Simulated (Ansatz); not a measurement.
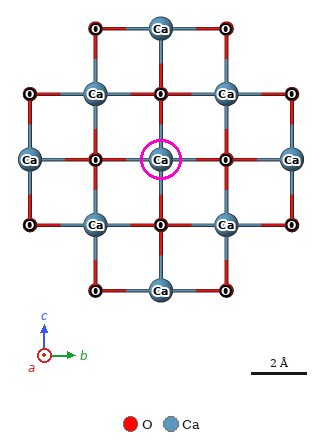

Perfect CaO. Style: ball-and-stick. Shown: the atoms within 6.0 Å of one point, in a slice 4.2 Å thick across the line of sight, along the a axis.

The calculation used DFT, PBEsol, PAW, plane waves (Ansatz). Settings: plane-wave cutoff 420 eV; k-point mesh 1 × 1 × 1; mesh shifted by (0.25, 0.25, 0.25); no spin polarisation. Fermi-Dirac smearing of 0.01 eV. The axes drawn are those of the host's conventional cell.

A calcium atom is replaced by oxygen at the ringed place, in charge state 0. The supercell has 64 sites, and the atoms are relaxed at the host's cell.

Predict the relaxed surroundings of the defect.

In the host the Ca atom has 6 O at 2.38 Å; the O atom ends with 1 O at 1.38 Å. Of the host's atoms, an oxygen atom moves furthest from its site, by 0.19 Å. The O atom itself moves 1.28 Å from where it was put.

The relaxed defect, seen from the same direction:

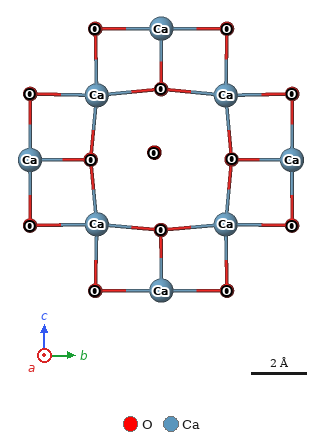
